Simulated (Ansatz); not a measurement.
# Geometry relaxation, with input and output: NbN (part 2 of 2)

The same run, continued: NbN (2 atoms in the cell); DFT PBEsol, scalar-relativistic, plane waves, PAW, no spin polarisation (Ansatz 0.2.0); cutoff 420 eV, 16×16×16 k-mesh, Fermi–Dirac smearing of 0.15 eV. The structure derives from an entry of the Crystallography Open Database. It belongs to a series of runs on one base structure; here: relaxed at 1 GPa.

Geometry of the input (Å; fractional positions):
```
0.0000  2.1909  2.1909
2.1909  0.0000  2.1909
2.1909  2.1909  0.0000
Nb 0.5000  0.5000  0.5000
N  0.0000  0.0000  0.0000
```

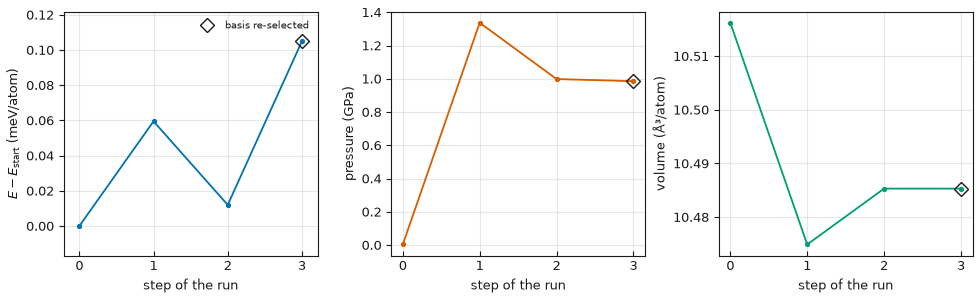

Figure 1. Progress of the relaxation, step by step (the first geometry is step 0 here and step 1 in the log). After 2 geometry steps the energy has risen by next to nothing (0.0 meV per atom). With the target pressure of 1 GPa, the enthalpy E + pV changes by −0.2 meV per atom. All forces vanish by symmetry, so only the cell relaxes. The pressure goes from 0.00 to 0.99 GPa. No atom moves by more than 0.005 Å relative to the cell. Cell: a = b = c 4.382 → 4.377 Å (−0.1 %). Volume −0.3 %. The space group stays Fm-3m (No. 225). A last SCF at the same geometry on a re-selected plane-wave basis shifts the energy by +0.1 meV per atom.

```
basis re-selected at this cell: Δ(F+E_penalty+E_count) = +1.857e-4 eV, ΔP = -0.013 GPa vs the last step (what re-selecting the basis moved, of the pressure what is left beyond the Pulay correction that the steps carried, after the strain that the cell walked since its last selection, with what the two solves' SCF thresholds leave and, on support functions, any second-order correction that the steps lacked; it is no measure of the basis error at this ecutwfc). This SCF's stress stands 1.44e-2 GPa from its target on what of the cell is left free (relax.cell.stress_tol is 2.00e-2 GPa) and its largest allowed force component is 4.37e-29 eV/Å (relax.f_tol is 1.00e-3 eV/Å): within both
SCF converged after 8 iterations
Free energy (F): -4876.284606 eV
Harris-Foulkes:  -4876.284606 eV  (|F-HF|=1.82e-12)
Internal energy: -4876.214643 eV  (E = F + TS)
E sigma→0 (E₀):  -4876.249624 eV
Entropy (-TS):   -0.069963 eV (-34.982 meV/atom)
Fermi energy:    20.703639 eV
--- Per-component energies (eV) ---
  E_band       = -7.435822
  E_kinetic    = 529.020793
  E_local      = -715.231615  (includes V_loc(G=0)·N_el)
  E_nonlocal   = 165.614122
  E_hartree    = 215.645253
  E_xc         = -235.841737
  E_vxc        = -291.017430  (∫ρ·V_xc dr)
  E_paw        = -3139.696816  (= ΣΔE_a)
  E_vpaw       = -127.112295  (= ΣTr[D̂ρ^β])
  E_aug_tail   = 0.000096  (compensation charges beyond the density's cutoff)
  E_ewald      = -1695.941548
  E_core_change = 0.216808  (= ΣΔE_core)
  E_smearing   = -0.069963  (= −TS)
  E_closure    = 0.000000  (closes the sum)
  Σ components = -4876.284606   (vs F -4876.284606, Δ=0.00e0)
--- Forces (eV/Å), atoms counted from 1 ---
  atom   1  Nb     0.00000000    -0.00000000    -0.00000000
  atom   2  N     -0.00000000     0.00000000    -0.00000000
  max |Σ_I F_I| component: 8.10e-29 eV/Å
--- Stress (GPa, compression-positive) ---
        0.985577      -0.000000      -0.000000
       -0.000000       0.985577      -0.000000
       -0.000000      -0.000000       0.985577
  P = ⅓ Tr σ = 0.9856 GPa (9.856 kbar)
--- Band table (eV; the first three rows and the last of 145) ---
  k-point 0: bands = ["-35.5371", "-11.2187", "-11.2187", "-11.2187", "3.0755", "17.3534", "17.3534", "17.3534", "18.6604", "18.6604", "18.6604", "20.5527", "20.5527", "24.0181", "29.9910", "43.5890", "43.5890"]
  k-point 1: bands = ["-35.5316", "-11.2653", "-11.2224", "-11.2224", "3.1647", "16.8652", "16.9758", "16.9758", "18.8141", "18.8141", "18.9296", "20.9704", "20.9704", "24.2537", "30.2563", "42.6399", "43.0851"]
  k-point 2: bands = ["-35.5160", "-11.3958", "-11.2330", "-11.2330", "3.4206", "15.9149", "16.2402", "16.2402", "19.1489", "19.1489", "19.3291", "21.9403", "21.9403", "24.8683", "30.9836", "40.9578", "41.7526"]
  k-point 144: bands = ["-35.3438", "-11.8638", "-11.8638", "-11.6215", "4.4502", "13.9431", "14.6438", "14.6438", "20.6093", "20.6093", "23.6182", "24.2800", "25.3696", "32.5598", "32.6433", "32.6433", "36.8388"]
--- Relaxed structure (3 steps of the walk, 3 accepted, 1 SCFs on fresh bases) ---
  F+E_penalty+E_count = -4876.28460606 eV   max|allowed force component| = 4.365e-29 eV/Å   (the final SCF, on the basis selected at the relaxed cell)
  cell:  # Å, volume = 20.9706 Å³
    - [-8.08890310222175e-34, 2.1887377419479717, 2.1887377419479717]
    - [2.1887377419479717, -5.60490923618515e-34, 2.1887377419479717]
    - [2.1887377419479717, 2.1887377419479717, -7.5793658989321915e-34]
  atoms:
    - { symbol: Nb, position: [0.49999999999999994, 0.49999999999999994, 0.49999999999999994] }
    - { symbol: N, position: [-8.155380692700765e-37, 6.15230473308302e-37, 1.1016917777847112e-36] }
```

Trajectory as extended XYZ (Å, eV, eV/Å), 4 frames, from step=1 to step=4:
```
2
Lattice="0.0000 2.1909 2.1909 2.1909 0.0000 2.1909 2.1909 2.1909 0.0000" Properties=species:S:1:pos:R:3:forces:R:3 step=1 energy=-4876.28482 pressure_GPa=0.00
Nb    2.1909    2.1909    2.1909    0.0000   0.0000   0.0000
N     0.0000    0.0000    0.0000    0.0000   0.0000   0.0000
2
Lattice="0.0000 2.1880 2.1880 2.1880 0.0000 2.1880 2.1880 2.1880 0.0000" Properties=species:S:1:pos:R:3:forces:R:3 step=2 energy=-4876.28470 pressure_GPa=1.34
Nb    2.1880    2.1880    2.1880    0.0000   0.0000   0.0000
N     0.0000    0.0000    0.0000    0.0000   0.0000   0.0000
2
Lattice="0.0000 2.1887 2.1887 2.1887 0.0000 2.1887 2.1887 2.1887 0.0000" Properties=species:S:1:pos:R:3:forces:R:3 step=3 energy=-4876.28479 pressure_GPa=1.00
Nb    2.1887    2.1887    2.1887    0.0000   0.0000   0.0000
N     0.0000    0.0000    0.0000    0.0000   0.0000   0.0000
2
Lattice="0.0000 2.1887 2.1887 2.1887 0.0000 2.1887 2.1887 2.1887 0.0000" Properties=species:S:1:pos:R:3:forces:R:3 step=4 energy=-4876.28461 pressure_GPa=0.99
Nb    2.1887    2.1887    2.1887    0.0000   0.0000   0.0000
N     0.0000    0.0000    0.0000    0.0000   0.0000   0.0000
```

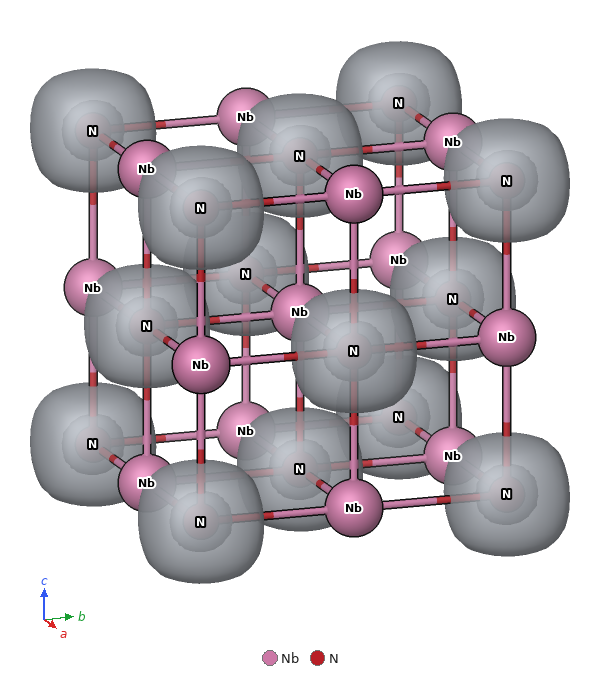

Figure 2. Isosurface of the electron localisation function at 0.65 (grey), seen slightly off an axis. Core shells and regions of very low density are left out. Sticks mark near contacts. The outline is the cell set on symmetry axes. Values along the shortest contacts: Nb–N (2.19 Å): the ELF peaks at about 0.80 in the valence shell of N, 0.6 Å from its nucleus, and drops to about 0.15 between the two atoms (a polar contact without a shared pair, in a metal). Core electrons are frozen (PAW), so the fields are smoothed inside the atomic spheres.

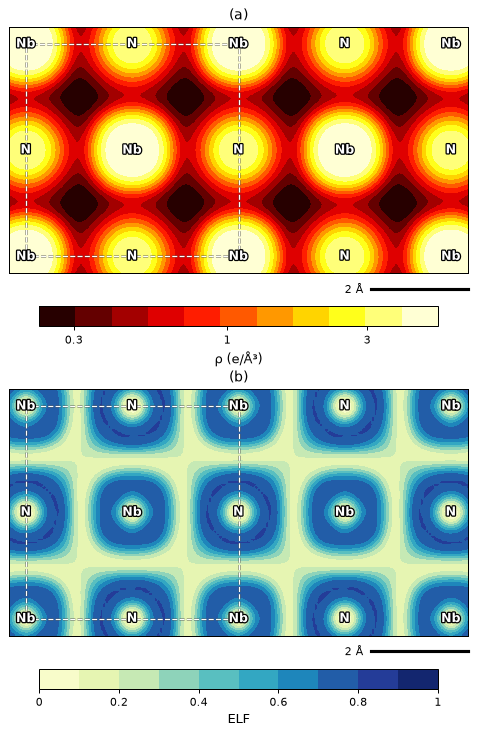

Figure 3. (a) valence electron density; (b) ELF on the (001) plane of the conventional cell. Nb–N (2.19 Å): ρ at the midpoint is about 0.56 e/Å³; the ELF peaks at about 0.80 in the valence shell of N, 0.6 Å from its nucleus, and drops to about 0.15 between the two atoms (a polar contact without a shared pair, in a metal). Away from the nuclei the density in this plane falls to 0.23 e/Å³ at its lowest. The strong features right at Nb lie inside the PAW spheres (semicore, d or f shells) and say nothing about bonding.

Summary:

```json
{"quantity": "outcome", "value": "converged"}
{"quantity": "space group (tolerance 0.01 Å)", "value": "Fm-3m (225)"}
{"quantity": "electrons treated", "value": "18"}
{"quantity": "free energy", "value": "−4876.2846 eV"}
{"quantity": "Fermi energy", "value": "20.704 eV"}
{"quantity": "gap on the k-point mesh", "value": "none (metallic)"}
{"quantity": "pressure", "value": "0.99 GPa"}
{"quantity": "final volume", "value": "20.97 Å³"}
{"quantity": "largest force (length of the vector) at the end", "value": "under 0.001 eV/Å"}
{"quantity": "final cell", "value": "a = 3.095 Å, b = 3.095 Å, c = 3.095 Å, α = 60.00°, β = 60.00°, γ = 60.00°"}
{"quantity": "wall time", "value": "10 s"}
{"quantity": "peak memory", "value": "0.42 GiB"}
```

Remarks:

Results for this metal are sensitive to the k-point mesh.
